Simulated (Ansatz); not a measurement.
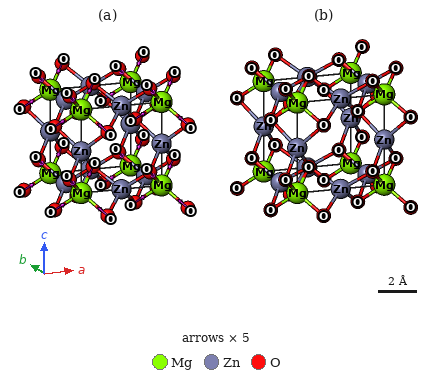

The structure of a crystal of MgZn3O4 (built on the VCu3S4-215 type type) before (left) and after (right) a relaxation, at one scale. The purple arrows give the displacements (the part carried along by the change of the cell is left out), 5 times their true length.

The picture is a ball-and-stick view of the cell of the calculation, seen slightly off an axis.

Method: Ansatz 0.2.0, DFT, PBEsol, plane waves, PAW.

Input
```yaml
crystal:
  lattice:
    - [4.55985987, 0.0, 0.0]
    - [0.0, 4.55985987, 0.0]
    - [0.0, 0.0, 4.55985987]
  atoms:
    - { symbol: Mg, position: [0.0, 0.0, 0.0] }
    - { symbol: Zn, position: [0.0, 0.5, 0.0] }
    - { symbol: Zn, position: [0.0, 0.0, 0.5] }
    - { symbol: Zn, position: [0.5, 0.0, 0.0] }
    - { symbol: O, position: [0.7629189, 0.2370811, 0.7629189] }
    - { symbol: O, position: [0.2370811, 0.7629189, 0.7629189] }
    - { symbol: O, position: [0.7629189, 0.7629189, 0.2370811] }
    - { symbol: O, position: [0.2370811, 0.2370811, 0.2370811] }
kpoints:
  mp_grid: { grid: [6, 6, 6] }
hamiltonian:
  xc: pbesol
scf:
  occupations: { method: fermi_dirac, width: 0.03 }
relax:
  f_tol: 0.01
  cell: {}
  max_steps: 120
```

Run as
```bash
ansatz run input.yaml --threads 4 --pin off --max-ram 4608MiB --backend cpu --events-out ev --progress --plain --runs-dir out
```

Question: What changed between the two?

Answer: The energy falls by 1.538 eV per cell of the calculation in 7 accepted moves (9 points after the start). The largest force component goes from 0.048 to 0.00012 eV/Å. The pressure goes from 23.19 to 0.02 GPa. At 2 points the geometry stayed and the basis and grid were re-selected for the new cell (energy shift of 0.222 eV per cell of the calculation at most each time). The largest moves relative to the cell, 0.15 Å, are those of O5, O6, O7 and O8. O7 goes along [1 1 −1]. Mg and Zn stay in place. Cell: a = b = c 4.560 → 4.939 Å (+8.3 %). Volume +27.1 %. Near-neighbour distances that change, for instance: Mg1–Zn2 2.280 → 2.470 Å, Zn2–O5 1.943 → 2.066 Å. Bond angles that change, for instance: O5–Zn2–O8 103.8° → 95.6°, O5–Zn2–O6 112.4° → 116.8°, Mg1–O5–Zn2 73.4° → 77.4°. The space group stays P-43m (No. 215).
